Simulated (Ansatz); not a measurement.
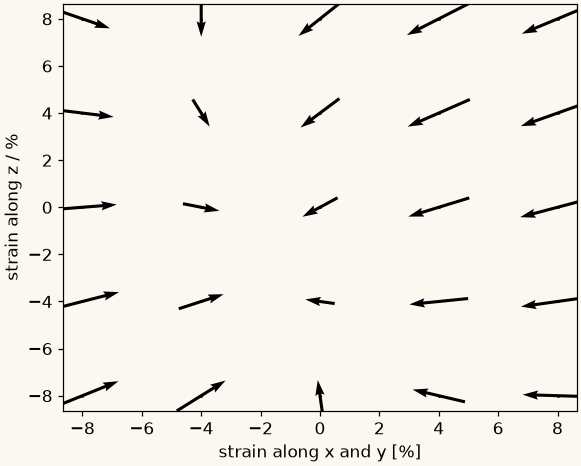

Y (P6_3/mmc, No. 194; 2 atoms in the cell). The cell is strained homogeneously, by one strain along x and y and another along z, with fractional coordinates fixed (x along [1 0 0], z along [0 0 1] of the conventional cell). The first coordinate is: strain along x and y; the second: strain along z. Grid: 5 × 5 points. The reference cell is the one listed in the database, not relaxed at this level. Computed with Ansatz 0.2.0, DFT PBEsol, scalar-relativistic, plane waves, PAW. Settings: cutoff 420 eV, k-mesh 15×15×8 in the order of the run's cell vectors, gaussian smearing 0.15 eV, no spin polarisation.

Drawn: dots at the grid points, arrows along the force (downhill), their lengths compressed.

> The arrows alone are given. Where is the energy lowest?

The arrows converge at about strain along x and y = −1 %, strain along z = −3 % (read from the interpolated surface).

The energy map of the same scan:

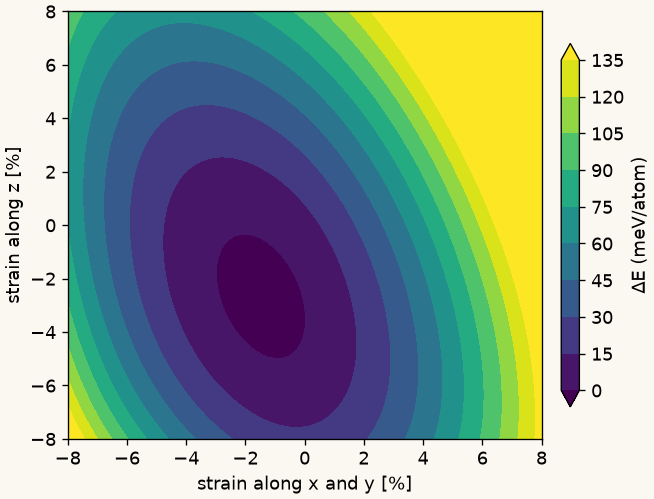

Energies are in meV/atom, from the lowest grid point; between grid points the surface is interpolated.
